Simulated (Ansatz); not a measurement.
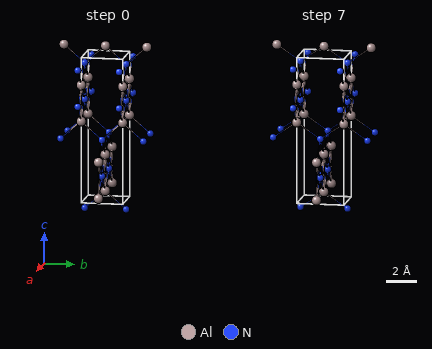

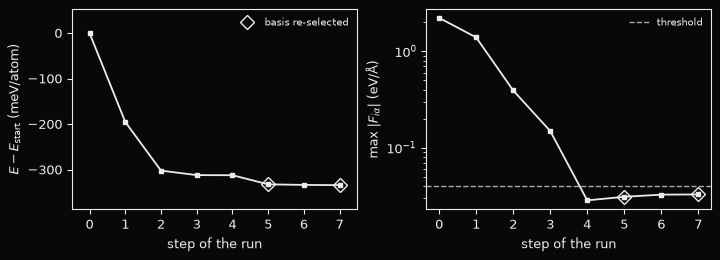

First and last geometry of a relaxation of a crystal of AlN (a generated structure, set up in Imm2) (coarse preliminary run), with the history of the run. A ball-and-stick model of the conventional cell (2 times the calculation's cell), seen slightly off an axis. Lengths and directions refer to the drawn axes.

Theory: DFT PBE, scalar-relativistic, plane waves, PAW in Ansatz 0.2.0. Set-up: plane-wave cutoff 420 eV; k-point mesh 8 × 8 × 8; occupations gaussian; smearing width 0.1 eV; no spin polarisation; cell and atoms relaxed; force threshold 0.04 eV/Å; at most 70 steps.

### What do the curves and the structures tell?

It converged. After 5 accepted moves (7 points after the start) the energy has fallen by 334 meV per atom. The largest force component goes from 2.2 to 0.033 eV/Å. Pressure: 46.45 GPa at the start and 0.30 GPa at the end. The SCF was repeated twice at an unchanged geometry on a basis and grid sized afresh for the cell, which shifted the energy by 20.0 meV per atom at most. The atom that moves furthest relative to the cell is an N atom (0.087 Å along +c). By element the largest moves are N 0.087 Å, Al 0.056 Å. The drawn cell changes as follows: a 2.618 → 2.816 Å (+7.6 %), b 2.812 → 3.201 Å (+13.8 %), c 9.906 → 9.952 Å (+0.5 %); the volume changes by +23.0 %. Near-neighbour distances that change, for instance: Al–N 1.792 → 1.942 Å, Al–N 1.815 → 1.925 Å, Al–Al 2.481 → 2.586 Å, Al–N 1.858 → 1.930 Å. Bond angles that change, for instance: N–Al–N 98.3° → 112.1°, Al–N–Al 98.3° → 112.1°, Al–Al–N 130.8° → 124.0°. The space group stays Imm2 (No. 44).
